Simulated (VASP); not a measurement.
# Geometry relaxation, with input and output: TiH (part 2 of 2)

Continued. System: TiH (Fm-3m, 2 atoms in the cell). Method: Kohn-Sham DFT of a periodic cell, PBEsol, VASP PAW PBE potentials, recommended, no spin polarisation (VASP 6.6.1); cutoff 600 eV, 18×18×18 k-mesh, Gaussian smearing of 0.1 eV. The structure derives from a Materials Project entry.

Geometry of the input (Å; fractional positions):
```
0.0000  2.0897  2.0897
2.0897  0.0000  2.0897
2.0897  2.0897  0.0000
Ti 0.0000  0.0000  0.0000
H  0.5000  0.5000  0.5000
```

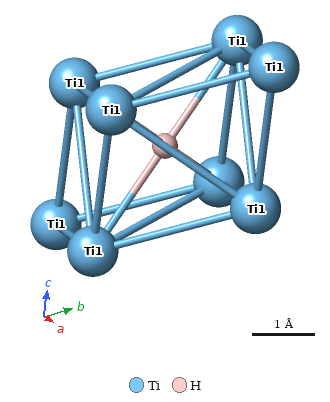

Fig. 1: The geometry at step 2 of the log (ball-and-stick view of the cell of the calculation, seen slightly off an axis; atoms are numbered from 1 in the order of the input).

Parts of OUTCAR, continued
```
   AEXX    =    0.0000 exact exchange contribution
   IVDW    =     0    specifies the selected vdW correction
   LEPSILON=     F    determine dielectric tensor
   LRPA    =     F    only Hartree local field effects (RPA)
 conjugate gradient relaxation of ions
 non-spin polarized calculation
 Gauss-broadening in eV      SIGMA  =   0.10
  energy-cutoff  :      600.00
  volume of cell :       18.25
 maximum number of plane-waves:       622
   NGX = 11   NGY = 11   NGZ = 11

--------------------------------------- Ionic step        1  -------------------------------------------

 number of electron      12.9999996 magnetization

 Free energy of the ion-electron system (eV)
  ---------------------------------------------------
  ext. energy  EPLUGINS =         0.00000000
  ---------------------------------------------------
  free energy    TOTEN  =       -12.42451296 eV

  energy without entropy =      -12.41470686  energy(sigma->0) =      -12.41960991

------------------------ aborting loop because EDIFF is reached ----------------------------------------

  FORCE on cell =-STRESS in cart. coord.  units (eV):
  Direction    XX          YY          ZZ          XY          YZ          ZX
  --------------------------------------------------------------------------------------
  -------------------------------------------------------------------------------------
  Total       -0.5351421     -0.5351421     -0.5351421     -0.0000000      0.0000000      0.0000000
  in kB      -46.9785468    -46.9785468    -46.9785468     -0.0000000      0.0000000      0.0000000
  external PRESSURE =     -46.9785468 kB  Pullay stress =       0.0000000 kB

 VOLUME and BASIS-vectors are now :
 -----------------------------------------------------------------------------
  energy-cutoff  :      600.00
  volume of cell :       18.25
      direct lattice vectors                 reciprocal lattice vectors
     0.000000000  2.089697220  2.089697220    -0.239269113  0.239269113  0.239269113
     2.089697220  0.000000000  2.089697220     0.239269113 -0.239269113  0.239269113
     2.089697220  2.089697220  0.000000000     0.239269113  0.239269113 -0.239269113

 POSITION                                       TOTAL-FORCE (eV/Angst)
 -----------------------------------------------------------------------------------
      0.00000      0.00000      0.00000         0.000000      0.000000      0.000000
      2.08970      2.08970      2.08970         0.000000      0.000000      0.000000
 -----------------------------------------------------------------------------------
    total drift:                                0.000000     -0.000000     -0.000000

  FREE ENERGIE OF THE ION-ELECTRON SYSTEM (eV)
  ---------------------------------------------------
  free  energy   TOTEN  =       -12.4245129593 eV

  energy  without entropy=      -12.4147068619  energy(sigma->0) =      -12.41960991

--------------------------------------- Ionic step        2  -------------------------------------------

 number of electron      13.0000001 magnetization

------------------------ aborting loop because EDIFF is reached ----------------------------------------

  FORCE on cell =-STRESS in cart. coord.  units (eV):
  Direction    XX          YY          ZZ          XY          YZ          ZX
  --------------------------------------------------------------------------------------
  -------------------------------------------------------------------------------------
  Total        0.2151833      0.2151833      0.2151833     -0.0000000      0.0000000      0.0000000
  in kB       19.6411390     19.6411390     19.6411390     -0.0000000      0.0000000      0.0000000
  external PRESSURE =      19.6411390 kB  Pullay stress =       0.0000000 kB

 VOLUME and BASIS-vectors are now :
 -----------------------------------------------------------------------------
  energy-cutoff  :      600.00
  volume of cell :       17.55
      direct lattice vectors                 reciprocal lattice vectors
    -0.000000000  2.062722705  2.062722705    -0.242398069  0.242398069  0.242398069
     2.062722705  0.000000000  2.062722705     0.242398069 -0.242398069  0.242398069
     2.062722705  2.062722705 -0.000000000     0.242398069  0.242398069 -0.242398069

 POSITION                                       TOTAL-FORCE (eV/Angst)
 -----------------------------------------------------------------------------------
      0.00000      0.00000      0.00000         0.000000      0.000000     -0.000000
      2.06272      2.06272      2.06272        -0.000000      0.000000      0.000000
 -----------------------------------------------------------------------------------
    total drift:                                0.000000     -0.000000     -0.000000

  FREE ENERGIE OF THE ION-ELECTRON SYSTEM (eV)
  ---------------------------------------------------
  free  energy   TOTEN  =       -12.4287247984 eV

  energy  without entropy=      -12.4190524898  energy(sigma->0) =      -12.42388864

--------------------------------------- Ionic step        3  -------------------------------------------

 number of electron      12.9999998 magnetization

------------------------ aborting loop because EDIFF is reached ----------------------------------------

  FORCE on cell =-STRESS in cart. coord.  units (eV):
  Direction    XX          YY          ZZ          XY          YZ          ZX
  --------------------------------------------------------------------------------------
  -------------------------------------------------------------------------------------
  Total       -0.0360015     -0.0360015     -0.0360015     -0.0000000     -0.0000000      0.0000000
  in kB       -3.2371217     -3.2371217     -3.2371217     -0.0000000     -0.0000000      0.0000000
  external PRESSURE =      -3.2371217 kB  Pullay stress =       0.0000000 kB

 VOLUME and BASIS-vectors are now :
 -----------------------------------------------------------------------------
  energy-cutoff  :      600.00
  volume of cell :       17.82
      direct lattice vectors                 reciprocal lattice vectors
    -0.000000000  2.073070916  2.073070916    -0.241188083  0.241188083  0.241188083
     2.073070916  0.000000000  2.073070916     0.241188083 -0.241188083  0.241188083
     2.073070916  2.073070916 -0.000000000     0.241188083  0.241188083 -0.241188083

 POSITION                                       TOTAL-FORCE (eV/Angst)
 -----------------------------------------------------------------------------------
      0.00000      0.00000      0.00000         0.000000     -0.000000      0.000000
      2.07307      2.07307      2.07307        -0.000000      0.000000     -0.000000
 -----------------------------------------------------------------------------------
    total drift:                                0.000000     -0.000000     -0.000000

  FREE ENERGIE OF THE ION-ELECTRON SYSTEM (eV)
  ---------------------------------------------------
  free  energy   TOTEN  =       -12.4300552973 eV

  energy  without entropy=      -12.4203185678  energy(sigma->0) =      -12.42518693

--------------------------------------- Ionic step        4  -------------------------------------------

 number of electron      12.9999998 magnetization

 Free energy of the ion-electron system (eV)
  ---------------------------------------------------
  ext. energy  EPLUGINS =         0.00000000
  ---------------------------------------------------
  free energy    TOTEN  =       -12.43009491 eV

  energy without entropy =      -12.42036658  energy(sigma->0) =      -12.42523074

 E-fermi :   8.9518     XC(G=0): -12.1831     alpha+bet :-17.3520

 val. band max:        8.9435674283   @ k =  -0.4444   0.3889   0.1111
 cond. band min:       8.9541891108   @ k =  -0.3333   0.1667   0.0556
 fundamental gap:      0.0106216825
 Fermi energy:         8.9518018910

 k-point     1 :       0.0000    0.0000    0.0000
  band No.  band energies     occupation
      1     -47.4917      2.00000
      2     -23.4988      2.00000
      3     -23.4988      2.00000
      4     -23.4988      2.00000
      5      -0.6500      2.00000
      6       9.6426      0.00000
      7       9.6426      0.00000
      8       9.6426      0.00000
      9      11.1800      0.00000
     10      11.1800      0.00000

 k-point     2 :       0.0556    0.0000    0.0000
  band No.  band energies     occupation
      1     -47.4881      2.00000
      2     -23.5206      2.00000
      3     -23.5013      2.00000
      4     -23.5013      2.00000
      5      -0.5608      2.00000
      6       9.5722      0.00000
      7       9.6785      0.00000
      8       9.6785      0.00000
      9      11.1460      0.00000
     10      11.1460      0.00000

 k-point     3 :       0.1111    0.0000    0.0000
  band No.  band energies     occupation
      1     -47.4777      2.00000
      2     -23.5829      2.00000
      3     -23.5086      2.00000
      4     -23.5086      2.00000
      5      -0.2979      2.00000
      6       9.3664      0.00000
      7       9.7678      0.00000
      8       9.7678      0.00000
      9      11.0690      0.00000
     10      11.0690      0.00000

 k-point     4 :       0.1667    0.0000    0.0000
  band No.  band energies     occupation
      1     -47.4616      2.00000
      2     -23.6774      2.00000
      3     -23.5196      2.00000
      4     -23.5196      2.00000
      5       0.1246      2.00000
      6       9.0372      0.22707
      7       9.8460      0.00000
      8       9.8460      0.00000
      9      11.0296      0.00000
     10      11.0296      0.00000

 k-point     5 :       0.2222    0.0000    0.0000
  band No.  band energies     occupation
      1     -47.4418      2.00000
      2     -23.7919      2.00000
      3     -23.5331      2.00000
      4     -23.5331      2.00000
      5       0.6847      2.00000
      6       8.5957      2.00000
      7       9.8213      0.00000
      8       9.8213      0.00000
      9      11.1349      0.00000
     10      11.1349      0.00000

 [... the levels of 18 k-points are left out ...]

 k-point    24 :      -0.2222    0.0556    0.0000
  band No.  band energies     occupation
      1     -47.4324      2.00000
      2     -23.8341      2.00000
      3     -23.5601      2.00000
      4     -23.5307      2.00000
      5       0.9543      2.00000
      6       8.4293      2.00000
      7       9.6748      0.00000
      8       9.8483      0.00000
      9      10.9510      0.00000
     10      11.4777      0.00000

 [... further k-points ...]

------------------------ aborting loop because EDIFF is reached ----------------------------------------

  FORCE on cell =-STRESS in cart. coord.  units (eV):
  Direction    XX          YY          ZZ          XY          YZ          ZX
  --------------------------------------------------------------------------------------
  -------------------------------------------------------------------------------------
  Total       -0.0032433     -0.0032433     -0.0032433      0.0000000      0.0000000      0.0000000
  in kB       -0.2922487     -0.2922487     -0.2922487      0.0000000      0.0000000      0.0000000
  external PRESSURE =      -0.2922487 kB  Pullay stress =       0.0000000 kB

 VOLUME and BASIS-vectors are now :
 -----------------------------------------------------------------------------
  energy-cutoff  :      600.00
  volume of cell :       17.78
      direct lattice vectors                 reciprocal lattice vectors
    -0.000000000  2.071587740  2.071587740    -0.241360764  0.241360764  0.241360764
     2.071587740  0.000000000  2.071587740     0.241360764 -0.241360764  0.241360764
     2.071587740  2.071587740 -0.000000000     0.241360764  0.241360764 -0.241360764

 POSITION                                       TOTAL-FORCE (eV/Angst)
 -----------------------------------------------------------------------------------
      0.00000      0.00000      0.00000         0.000000      0.000000     -0.000000
      2.07159      2.07159      2.07159         0.000000      0.000000      0.000000
 -----------------------------------------------------------------------------------
    total drift:                                0.000000     -0.000000     -0.000000

  FREE ENERGIE OF THE ION-ELECTRON SYSTEM (eV)
  ---------------------------------------------------
  free  energy   TOTEN  =       -12.4300949089 eV

  energy  without entropy=      -12.4203665762  energy(sigma->0) =      -12.42523074

 reached required accuracy - stopping structural energy minimisation
```

CONTCAR
```
TiH
   1.00000000000000
    -0.0000000000000000    2.0715877401774478    2.0715877401774478
     2.0715877401774478    0.0000000000000000    2.0715877401774478
     2.0715877401774478    2.0715877401774478   -0.0000000000000000
  Ti              H
     1     1
Direct
     0.0000000000000000    0.0000000000000000    0.0000000000000000
     0.5000000000000000    0.5000000000000000    0.5000000000000000

  0.00000000E+00  0.00000000E+00  0.00000000E+00
  0.00000000E+00  0.00000000E+00  0.00000000E+00
```

Trajectory as extended XYZ (Å, eV, eV/Å), 4 frames, from step=0 to step=3
```
2
Lattice="0.0000 2.0897 2.0897 2.0897 0.0000 2.0897 2.0897 2.0897 0.0000" Properties=species:S:1:pos:R:3:forces:R:3 step=0 energy=-12.42451
Ti    0.0000    0.0000    0.0000    0.0000   0.0000   0.0000
H     2.0897    2.0897    2.0897    0.0000   0.0000   0.0000
2
Lattice="-0.0000 2.0627 2.0627 2.0627 0.0000 2.0627 2.0627 2.0627 -0.0000" Properties=species:S:1:pos:R:3:forces:R:3 step=1 energy=-12.42872
Ti    0.0000    0.0000    0.0000    0.0000   0.0000   0.0000
H     2.0627    2.0627    2.0627    0.0000   0.0000   0.0000
2
Lattice="-0.0000 2.0731 2.0731 2.0731 0.0000 2.0731 2.0731 2.0731 -0.0000" Properties=species:S:1:pos:R:3:forces:R:3 step=2 energy=-12.43006
Ti    0.0000    0.0000    0.0000    0.0000   0.0000   0.0000
H     2.0731    2.0731    2.0731    0.0000   0.0000   0.0000
2
Lattice="-0.0000 2.0716 2.0716 2.0716 0.0000 2.0716 2.0716 2.0716 -0.0000" Properties=species:S:1:pos:R:3:forces:R:3 step=3 energy=-12.43009
Ti    0.0000    0.0000    0.0000    0.0000   0.0000   0.0000
H     2.0716    2.0716    2.0716    0.0000   0.0000   0.0000
```
